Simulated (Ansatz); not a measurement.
# twin(10-11) boundary in hcp Co: structure and resistance, part 3 of 3

Wanted: what the twin(10-11) boundary in hcp Co costs an interconnect.

Ansatz 0.2.0; Ansatz plane-wave DFT, PBE, PAW files, collinear spin; relaxation of a bicrystal slab with its lowest layers held; PAW set soft_1 (the session's first sound run).

So far. Step 2 (Relaxing the bicrystal): The largest force component on a free atom ends at 0.0032 eV/Å, under the tolerance of 0.03, after 6 steps.

**3. Transmission across the boundary (continued)**

Level of this step: Ansatz plane-wave DFT, PBE, PAW files, collinear spin; ballistic transport by layer matching (Landauer), zero bias; boundary relaxed in a short slab, bulk layers laid on; PAW set soft_1 (Ansatz).

Per spin. Table of open channels, zone mean by energy, zero at the Fermi level:

| energy (eV) | lead up | upper lead up | lead down | upper lead down |
| --- | --- | --- | --- | --- |
| -0.1000 | 1.37 | 1.37 | 2.09 | 2.09 |
| -0.0500 | 1.37 | 1.37 | 2.10 | 2.09 |
| 0.0000 | 1.36 | 1.36 | 2.15 | 2.15 |
| 0.0500 | 1.38 | 1.38 | 2.15 | 2.16 |
| 0.1000 | 1.38 | 1.38 | 2.18 | 2.18 |

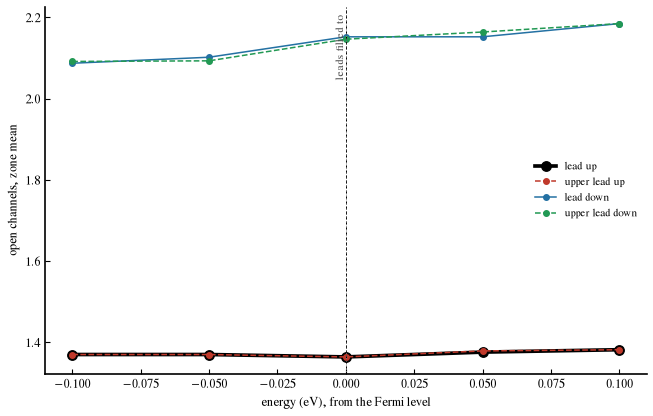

Open channels, zone mean against energy.

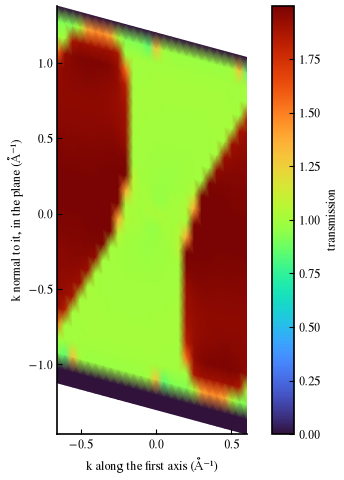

Transmission over k1 and k2. At 0.0000 eV from the Fermi level, spin up.

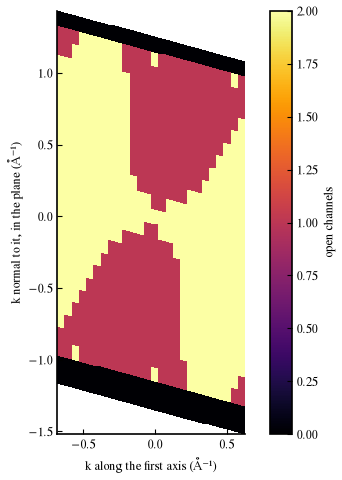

Open channels over k1 and k2. At 0.0000 eV from the Fermi level, spin up.

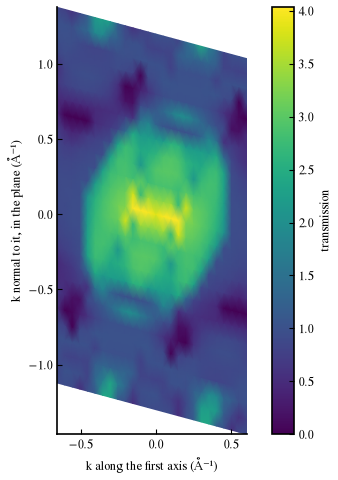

Transmission over k1 and k2. At 0.0000 eV from the Fermi level, spin down.

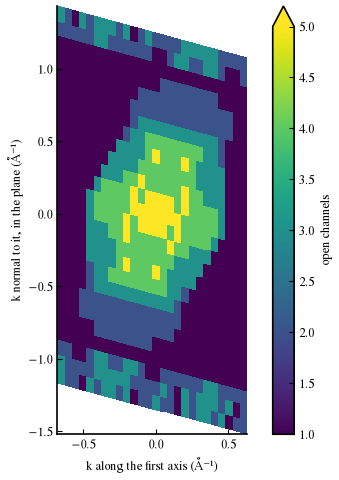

Open channels over k1 and k2. At 0.0000 eV from the Fermi level, spin down.

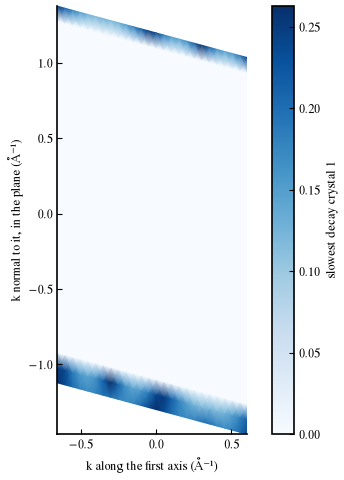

Slowest decay crystal 1 over k1 and k2. At 0.0000 eV from the Fermi level, spin up.

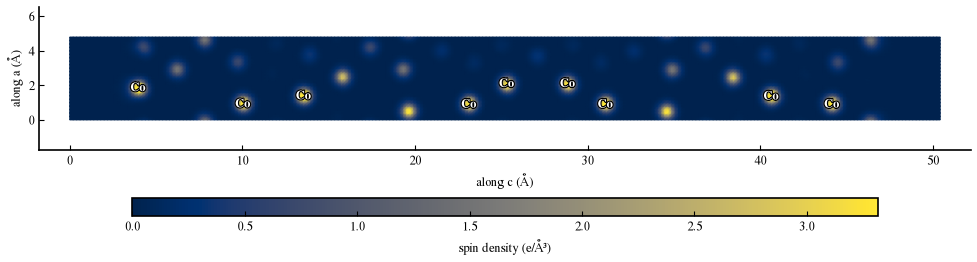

Spin density in the ca plane at fractional y = 0.648, with atoms of Co within 0.2 Å of it.

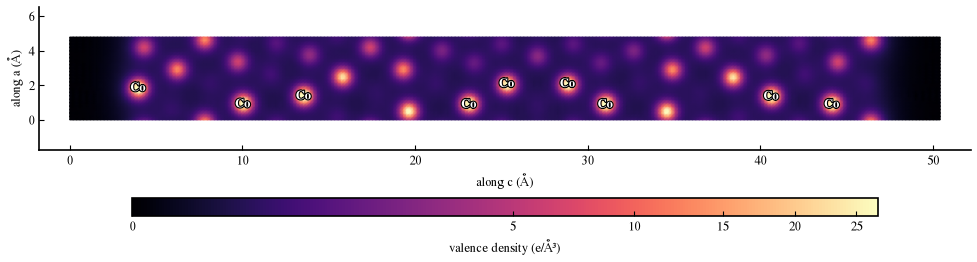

Valence density in the ca plane at fractional y = 0.648, with atoms of Co within 0.2 Å of it. It is the smooth field of the valence electrons, not physical close to the nuclei. The colour scale is stretched toward low values.

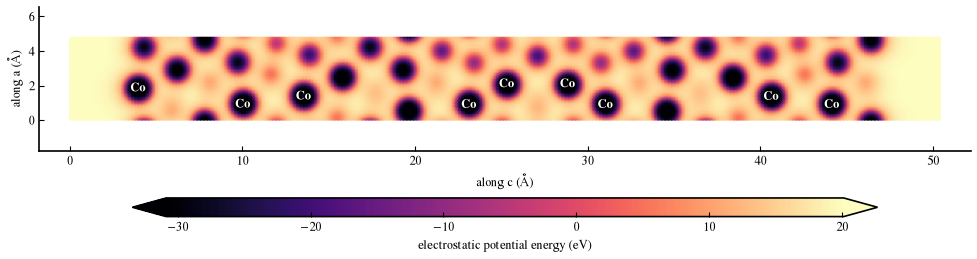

Electrostatic potential energy in the ca plane at fractional y = 0.648, with atoms of Co within 0.2 Å of it. With pseudopotentials it is smooth inside the atoms' cores, unlike the true potential.

Nearest the Fermi level spin up passes 1.28 of 1.36 channels of the lower lead and spin down 1.39 of 2.15.

**4. Specific resistance**

This step: Ansatz plane-wave DFT, PBE, PAW files, collinear spin; ballistic transport by layer matching (Landauer), zero bias; specific resistance of the boundary; PAW set soft_1 (Ansatz 0.2.0).

Numbers from this step:

| Property | Result |
| --- | --- |
| area resistance | 0.1267 fΩ m² |
| T over the leads' mean channel count | 0.7609 |
| spin asymmetry γ | 0.6654 (R down - R up) / (R down + R up) |

Averaged over the energies near the Fermi level, 76.1 % of the channels pass, which makes 0.127 fΩ m².

By hand, with means over the energies near the Fermi level: RA per spin = A (h/e²)(1/T − ½[1/N₁ + 1/N₂]); spin up: 11.60×10⁻²⁰ m² × 25 813 Ω × (1/1.283 − ½[1/1.372 + 1/1.373]) = 0.152 fΩ m²; spin down: 11.60×10⁻²⁰ m² × 25 813 Ω × (1/1.387 − ½[1/2.136 + 1/2.136]) = 0.758 fΩ m². The spins conduct in parallel, so 1/RA = 1/0.152 + 1/0.758 and RA = 0.127 fΩ m²; γ = (0.758 − 0.152)/(0.758 + 0.152) = 0.67.

**5. Outcome**

* specific resistance of the boundary: 0.127 fΩ m²
* share of channels that pass: 0.761

What this shows: The boundary has a specific resistance of 0.13 fΩ m². The boundary reflects 24 % of the channels; 0.13 fΩ m² is 1.3×10⁻¹² Ω·cm². One starting structure was relaxed; another shift or atom count at the boundary may lie lower. One magnetic start was tried, and the two spins conduct in parallel without mixing.

[Hosts, paths, dates, database ids (printed as entryN), source tags and the programs' standing remarks are cut or masked in the printed files.]
